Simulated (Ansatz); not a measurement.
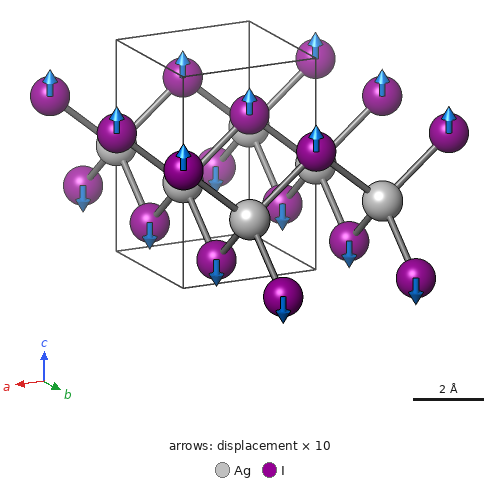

A relaxation of solid AgI₂ (set up in P-4m2). The starting structure is drawn; blue arrows show the displacements (the part carried along by the change of the cell is left out), 10 times their true length.

The picture is a ball-and-stick view of the cell of the calculation, repeated 1 × 2 × 1 with one cell outlined, seen from a free direction.

Theory: DFT PBEsol, scalar-relativistic, plane waves, PAW in Ansatz 0.2.0.

Input file:
```yaml
crystal:
  lattice:
    - [4.285728, 0.0, 0.0]
    - [0.0, 4.285728, 0.0]
    - [0.0, 0.0, 6.354781]
  atoms:
    - { symbol: Ag, position: [0.0, 0.0, 0.5] }
    - { symbol: I, position: [0.5, 0.0, 0.777762] }
    - { symbol: I, position: [0.0, 0.5, 0.222238] }
basis:
  ecutwfc: 420
kpoints:
  mp_grid: { grid: [10, 10, 8] }
hamiltonian:
  xc: pbesol
scf:
  occupations: { method: gaussian, width: 0.1 }
output:
  forces: true
  stress: true
  eigenvalues: true
  write_density: true
  write_potential: true
  elf: true
  volumetric_format: npy
relax:
  adjacent_minimum: "off"
  f_tol: 0.005
  max_steps: 80
  cell: { stress_tol: 0.05 }
```

Launched with:
```bash
ansatz run input.yaml --threads 1 --pin off --max-ram 2560MiB --backend cpu --events-out ev --progress --plain --runs-dir out
```

> What happened in the run?

The largest moves relative to the cell, 0.082 Å, are those of I2 and I3. I2 goes along +c. Ag stays in place. The volume changes by −12.6 %, with a = b 4.286 → 4.063 Å (−5.2 %), c 6.355 → 6.183 Å (−2.7 %). Near-neighbour distances that change, for instance: Ag1–I2 2.776 → 2.714 Å. Bond angles that change, for instance: I2–Ag1–I2 101.0° → 96.9°, Ag1–I3–Ag1 101.0° → 96.9°, I2–Ag1–I3 113.8° → 116.1°. The space group stays P-4m2 (No. 115). Over 5 accepted moves (6 points after the start) the energy falls by 31.4 meV per atom. The largest force component goes from 0.25 to 0.0015 eV/Å. The pressure goes from −2.21 to 0.00 GPa. The SCF was repeated once at an unchanged geometry on a basis and grid sized afresh for the cell, which shifted the energy by 0.8 meV per atom at most. Cost: 4.8 min on 1 thread of Arm Neoverse V2, on a shared host, peak memory 0.57 GiB.

Limits of the set-up: an odd number of electrons was run without spin polarisation, which fails if the electron would localise.
